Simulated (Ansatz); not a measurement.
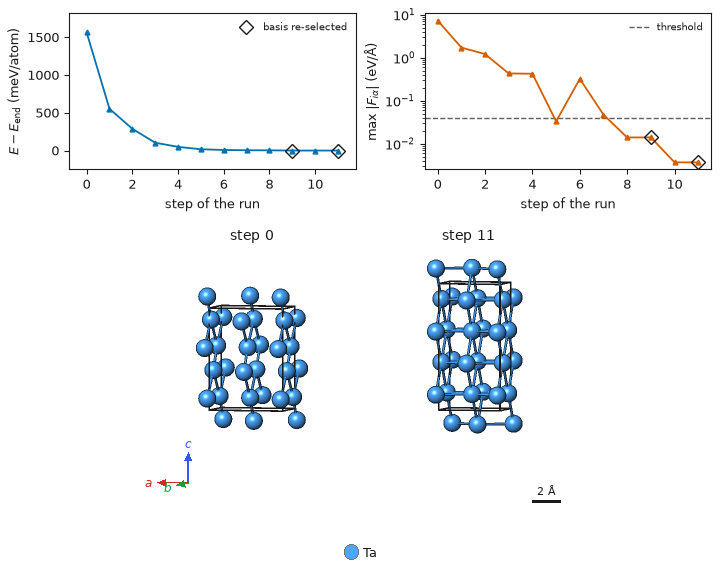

First and last geometry of a relaxation of a crystal of Ta (built on the iodine_64 type) (coarse preliminary run), with the history of the run. A ball-and-stick model of the conventional cell (2 times the calculation's cell), seen from a free direction. Lengths and directions refer to the drawn axes.

Case: iodine type (Cmce, No. 64).

Theory: DFT PBEsol, scalar-relativistic, plane waves, PAW in Ansatz 0.2.0.

The input:
```yaml
crystal:
  lattice:
    - [2.7922747574, -1.8454800085, 0.0]
    - [2.7922747574, 1.8454800085, 0.0]
    - [0.0, 0.0, 7.5281728814]
  atoms:
    - { symbol: Ta, position: [0.85, 0.15, 0.117] }
    - { symbol: Ta, position: [0.65, 0.35, 0.617] }
    - { symbol: Ta, position: [0.15, 0.85, 0.883] }
    - { symbol: Ta, position: [0.35, 0.65, 0.383] }
basis:
  ecutwfc: 420
kpoints:
  mp_grid: { grid: [6, 6, 2] }
hamiltonian:
  xc: pbesol
scf:
  occupations: { method: gaussian, width: 0.1 }
  lower_state_search: "off"
output:
  forces: true
  stress: true
  eigenvalues: true
relax:
  adjacent_minimum: "off"
  f_tol: 0.04
  max_steps: 70
  cell: { stress_tol: 0.4 }
```

**Read the history and describe the run.**

It converged. The largest moves relative to the cell, 0.33 Å, are those of Ta1, Ta2, Ta3 and Ta4. Ta3 goes roughly along −b. Cell: a 5.585 → 4.664 Å (−16.5 %), b 3.691 → 3.251 Å (−11.9 %), c 7.528 → 9.315 Å (+23.7 %). Volume −9.0 %. Near-neighbour distances that change, for instance: Ta1–Ta3 2.081 → 2.839 Å, Ta1–Ta1 3.347 → 2.842 Å, Ta1–Ta1 (another image) 3.691 → 3.251 Å, Ta1–Ta3 (another image) 3.127 → 2.840 Å. Among the angles between lasting bonds that change: Ta4–Ta1–Ta4 85.3° → 69.8°, Ta3–Ta1–Ta4 169.5° → 180.0°, Ta3–Ta1–Ta4 105.2° → 110.2°. The space group (tolerance 0.01 Å) goes from Cmce (No. 64) to I4/mmm (No. 139). After 9 accepted moves (11 points after the start) the energy has fallen by 1565 meV per atom. Largest force component: 7.3 eV/Å at the start, 0.0037 eV/Å at the end. The pressure goes from 13.58 to −0.06 GPa. The SCF was repeated twice at an unchanged geometry on a basis and grid sized afresh for the cell, which shifted the energy by 2.8 meV per atom at most.

Limits of the set-up: the k-point mesh is coarse for a cell with partly filled bands.
